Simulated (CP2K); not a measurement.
**One shape, several levels: C5H8O2 (methyl methacrylate)**

Wanted: a comparison of 3 runs (AM1, DFTB2-UFF, GFN1-xTB) of C5H8O2 (methyl methacrylate). 

The results are computed with CP2K 2026.2.

4 further runs of the same task are left out: 2 that didn't finish, 2 set aside as unsound or not needed.

### Step 1. The system as given

The species is C5H8O2 (15 atoms), meant as a singlet with charge 0. As SMILES, `C=C(C)C(=O)OC`. One bond was lengthened or shortened from a relaxed shape.

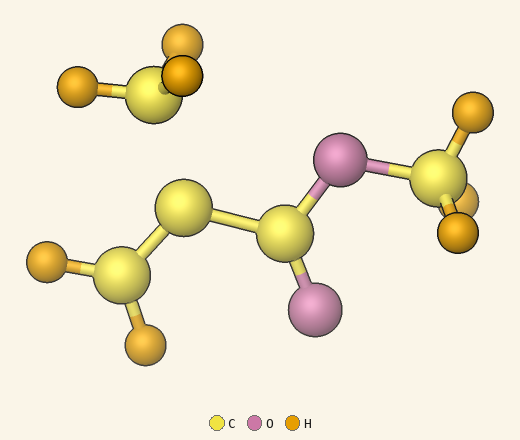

The structure, seen from a chosen angle (carbon yellow, oxygen pink, hydrogen amber).

### Step 2. A single-point energy at AM1 (run 1)

molecule.inp reads:

```
&FORCE_EVAL
  METHOD QUICKSTEP
  &DFT
    &QS
      METHOD AM1
      EPS_DEFAULT 1.0E-10
      &SE
        &COULOMB
          CUTOFF [angstrom] 50
          RC_RANGE [angstrom] 0
        &END COULOMB
        &EXCHANGE
          CUTOFF [angstrom] 50
          RC_RANGE [angstrom] 0
        &END EXCHANGE
      &END SE
    &END QS
    &POISSON
      PERIODIC NONE
      POISSON_SOLVER ANALYTIC
    &END POISSON
    &SCF
      SCF_GUESS ATOMIC
      EPS_SCF 1.0E-07
      MAX_SCF 100
      &DIAGONALIZATION
        ALGORITHM STANDARD
      &END DIAGONALIZATION
      &MIXING
        METHOD DIRECT_P_MIXING
        ALPHA 0.4
      &END MIXING
    &END SCF
    &PRINT
      &MOMENTS
        PERIODIC F
        REFERENCE COM
        MAX_MOMENT 1
      &END MOMENTS
      &MO ON
        ENERGIES T
        OCCUPATION_NUMBERS T
        NDIGITS 6
        &EACH
          QS_SCF 0
        &END EACH
        ADD_LAST NUMERIC
      &END MO
      &HIRSHFELD OFF
      &END HIRSHFELD
    &END PRINT
  &END DFT
  &SUBSYS
    &CELL
      ABC 15.9 13.8 14.5
      PERIODIC NONE
    &END CELL
    &COORD
      C      5.788725     7.946882     7.847542
      C      6.923915     7.254912     7.829312
      C      7.241795     5.902398     8.839508
      C      7.970245     7.699692     6.864482
      O      7.872805     8.627082     6.103582
      O      9.065555     6.929352     6.940022
      C     10.116385     7.285722     6.050592
      H      4.981105     7.684632     8.521072
      H      5.653175     8.790922     7.182482
      H      7.453385     5.009078     8.247138
      H      8.120315     6.075868     9.465508
      H      6.387215     5.698968     9.485468
      H      9.780875     7.220782     5.014532
      H     10.918895     6.575402     6.237032
      H     10.454405     8.304702     6.244482
    &END COORD
  &END SUBSYS
&END FORCE_EVAL

&GLOBAL
  PROJECT molecule
  RUN_TYPE ENERGY
  PRINT_LEVEL MEDIUM
&END GLOBAL
```

On the command line:

```
$ OMP_NUM_THREADS=1 cp2k.psmp -i molecule.inp -o molecule.out
```

Standard output:

```text
CP2K| version string:                                       CP2K version 2026.2
[...]
 GLOBAL| Method name                                                        CP2K
[...]
 GLOBAL| Run type                                                         ENERGY
[...]
                             - Atoms:                                         15
[...]
                             - Spherical basis functions:                     36
[...]
 Number of electrons:                                                         40
[...]
     1 P_Mix/Diag. 0.40E+00    0.0     0.77793948       -39.6691754292 -3.97E+01
[...]
    18 DIIS/Diag.  0.54E-07    0.0     0.00000010       -51.0799316973 -2.42E-13
  *** SCF run converged in    18 steps ***
  Core-core repulsion energy [eV]:                           3898.41359792915546
  Core Hamiltonian energy [eV]:                             -2210.47747538436897
  Two-electron integral energy [eV]:                        -6155.78350265266545
  Electronic energy [eV]:                                   -5288.36922671070170
  Total energy [eV]:                                        -1389.95562878154624
  Atomic reference energy [eV]:                              1387.74217793180173
  Heat of formation [kcal/mol]:                               -51.04339323824754
[...]
 SE_DIPOLE| Moment [Debye]         -0.09864083       1.32219157      -1.10812898
 SE_DIPOLE| Derivative [a.u.]       0.00000000       0.00000000       0.00000000
 ENERGY| Total FORCE_EVAL ( QS ) energy [hartree]            -51.079931697286725
[...]
```

Wall time 0.22 s (1 thread of Arm Neoverse V2, shared host).

### Step 3. The energy at DFTB2-UFF (run 2)

molecule.inp reads:

```
&GLOBAL
  PROJECT molecule
  RUN_TYPE ENERGY
  PRINT_LEVEL MEDIUM
&END GLOBAL

&FORCE_EVAL
  METHOD QUICKSTEP
  &DFT
    CHARGE 0
    MULTIPLICITY 1
    &QS
      METHOD DFTB
      EPS_DEFAULT 1.0E-10
      &DFTB
        SELF_CONSISTENT T
        DISPERSION T
        &PARAMETER
          PARAM_FILE_PATH DFTB/scc
          PARAM_FILE_NAME scc_parameter
          UFF_FORCE_FIELD uff_table
        &END PARAMETER
      &END DFTB
    &END QS
    &POISSON
      PERIODIC NONE
      POISSON_SOLVER ANALYTIC
    &END POISSON
    &SCF
      SCF_GUESS ATOMIC
      EPS_SCF 1.0E-07
      MAX_SCF 100
      ADDED_MOS 2
      &DIAGONALIZATION
        ALGORITHM STANDARD
      &END DIAGONALIZATION
      &MIXING
        METHOD DIRECT_P_MIXING
        ALPHA 0.4
      &END MIXING
      &SMEAR ON
        METHOD FERMI_DIRAC
        ELECTRONIC_TEMPERATURE [K] 300
      &END SMEAR
    &END SCF
    &PRINT
      &MOMENTS
        PERIODIC F
        REFERENCE COM
        MAX_MOMENT 1
      &END MOMENTS
      &MO ON
        ENERGIES T
        OCCUPATION_NUMBERS T
        NDIGITS 6
        &EACH
          QS_SCF 0
        &END EACH
        ADD_LAST NUMERIC
      &END MO
      &HIRSHFELD OFF
      &END HIRSHFELD
    &END PRINT
  &END DFT
  &SUBSYS
    &CELL
      ABC [angstrom] 21.9 19.8 20.5
      PERIODIC NONE
    &END CELL
    &COORD
      UNIT bohr
      C     -4.0760070     1.7810347     0.6791751
      C     -1.9308088     0.4734010     0.6447254
      C     -1.3301026    -2.0824782     2.5537192
      C      0.0464684     1.3139133    -1.1785390
      O     -0.1376665     3.0664265    -2.6164316
      O      2.1163043    -0.1418183    -1.0357891
      C      4.1020852     0.5316234    -2.7165682
      H     -5.6021876     1.2854541     1.9519624
      H     -4.3321593     3.3760392    -0.5776061
      H     -0.9302555    -3.7706083     1.4343021
      H      0.3300596    -1.7546674     3.7366877
      H     -2.9450248    -2.4669052     3.7744067
      H      3.4680632     0.4089046    -4.6744379
      H      5.6186093    -0.8106868    -2.3642477
      H      4.7408504     2.4572165    -2.3501692
    &END COORD
    &TOPOLOGY
      &CENTER_COORDINATES
      &END CENTER_COORDINATES
    &END TOPOLOGY
  &END SUBSYS
&END FORCE_EVAL
```

On the command line:

```
$ OMP_NUM_THREADS=1 cp2k.psmp molecule.inp > molecule.out
```

Standard output:

```text
CP2K| version string:                                       CP2K version 2026.2
[...]
 GLOBAL| Method name                                                        CP2K
[...]
 GLOBAL| Run type                                                         ENERGY
[...]
                             - Atoms:                                         15
[...]
                             - Spherical basis functions:                     36
[...]
 Number of electrons:                                                         40
[...]
     1 P_Mix/Diag. 0.40E+00    0.0     1.35276999       -14.5554848045 -1.46E+01
[...]
    12 DIIS/Diag.  0.10E-06    0.0     0.00000008       -18.1441862497 -2.13E-13
  *** SCF run converged in    12 steps ***
[...]
  Fermi energy:                                                -0.10319054151847
[...]
 TB_DIPOLE| Moment [Debye]          0.76185426      -1.39267321       0.80550618
 TB_DIPOLE| Derivative [a.u.]       0.00000000       0.00000000       0.00000000
[...]
 ENERGY| Total FORCE_EVAL ( QS ) energy [hartree]            -18.144186249673332
[...]
```

Wall time 0.25 s (1 thread of Arm Neoverse V2, shared host).

### Step 4. The energy at GFN1-xTB (run 3)

job.inp reads:

```
&GLOBAL
  PROJECT_NAME job
  RUN_TYPE ENERGY
  PRINT_LEVEL MEDIUM
&END GLOBAL

&FORCE_EVAL
  METHOD Quickstep
  &DFT
    CHARGE 0
    MULTIPLICITY 1
    &QS
      METHOD XTB
      EPS_DEFAULT 1.0E-10
      &XTB
        GFN_TYPE 1
        CHECK_ATOMIC_CHARGES F
      &END XTB
    &END QS
    ! no periodic images
    &POISSON
      PERIODIC NONE
      POISSON_SOLVER ANALYTIC
    &END POISSON
    &SCF
      SCF_GUESS ATOMIC
      EPS_SCF 1.0E-06
      MAX_SCF 150
      ADDED_MOS 2
      &DIAGONALIZATION
        ALGORITHM STANDARD
      &END DIAGONALIZATION
      &MIXING
        METHOD BROYDEN_MIXING
        ALPHA 0.4
        NBUFFER 8
      &END MIXING
      &SMEAR ON
        METHOD FERMI_DIRAC
        ELECTRONIC_TEMPERATURE [K] 300
      &END SMEAR
    &END SCF
    ! extra output
    &PRINT
      &MOMENTS
        PERIODIC F
        REFERENCE COM
        MAX_MOMENT 1
      &END MOMENTS
      &MO ON
        ENERGIES T
        OCCUPATION_NUMBERS T
        NDIGITS 6
        &EACH
          QS_SCF 0
        &END EACH
        ADD_LAST NUMERIC
      &END MO
      &HIRSHFELD OFF
      &END HIRSHFELD
    &END PRINT
  &END DFT
  ! atoms, cell and kinds
  &SUBSYS
    &CELL
      ABC [angstrom] 13.9 11.8 12.5
      PERIODIC NONE
    &END CELL
    &COORD
      C     -2.156930     0.942483     0.359404
      C     -1.021740     0.250513     0.341174
      C     -0.703860    -1.102000     1.351370
      C      0.024590     0.695293    -0.623656
      O     -0.072850     1.622683    -1.384556
      O      1.119900    -0.075047    -0.548116
      C      2.170730     0.281323    -1.437546
      H     -2.964550     0.680233     1.032934
      H     -2.292480     1.786523    -0.305656
      H     -0.492270    -1.995320     0.759000
      H      0.174660    -0.928530     1.977370
      H     -1.558440    -1.305430     1.997330
      H      1.835220     0.216383    -2.473606
      H      2.973240    -0.428997    -1.251106
      H      2.508750     1.300303    -1.243656
    &END COORD
    &TOPOLOGY
      &CENTER_COORDINATES
      &END CENTER_COORDINATES
    &END TOPOLOGY
  &END SUBSYS
&END FORCE_EVAL
```

On the command line:

```
$ OMP_NUM_THREADS=1 cp2k.psmp -i job.inp > job.out 2>&1
```

Standard output:

```text
CP2K| version string:                                       CP2K version 2026.2
[...]
 GLOBAL| Method name                                                        CP2K
[...]
 GLOBAL| Run type                                                         ENERGY
[...]
                             - Atoms:                                         15
[...]
                             - Spherical basis functions:                     44
[...]
 Number of electrons:                                                         40
[...]
     1 NoMix/Diag. 0.40E+00    0.0     1.11011268       -23.9259977458 -2.39E+01
[...]
    37 Broy./Diag. 0.40E+00    0.0     0.00000092       -24.2561082173  6.31E-07
  *** SCF run converged in    37 steps ***
[...]
  Fermi energy:                                                -0.33278545602057
[...]
 TB_DIPOLE| Moment [Debye]          0.48865098      -1.52022332       1.06785902
 TB_DIPOLE| Derivative [a.u.]       0.00000000       0.00000000       0.00000000
[...]
 ENERGY| Total FORCE_EVAL ( QS ) energy [hartree]            -24.256108217263499
[...]
```

Run time: 0.32 s. Hardware: 1 thread of Arm Neoverse V2, shared host.

### Step 5. Overview of the runs

```
run      level                cell  vacuum round the molecule  energy (Eh)  dipole moment (D)  HOMO energy (eV)  wall time
  1        AM1  (15.9, 13.8, 14.5)                          5   -51.079932               1.73            -10.68     0.22 s
  2  DFTB2-UFF  (21.9, 19.8, 20.5)                          8   -18.144186               1.78             -5.80     0.25 s
  3   GFN1-xTB  (13.9, 11.8, 12.5)                          4   -24.256108               1.92            -12.52     0.32 s
```

### Step 6. Results

| quantity | value |
| --- | --- |
| run 3: total energy | -24.25611 Eh |
| run 3: dipole moment (from atomic charges alone) | 1.92 D |
| run 3: HOMO energy | -12.52 eV |
| run 3: LUMO energy | -8.18 eV |
| run 3: HOMO–LUMO gap | 4.34 eV |
| run 3: dispersion energy | -13.54 kJ/mol |

In words: The dipole moment (its size) runs from 1.73 D (AM1) to 1.92 D (GFN1-xTB). Some of these are taken from atomic charges alone. Force-field and semi-empirical energies have zeros of their own, so their totals don't compare. All runs together took 0.79 s, the longest 0.32 s.
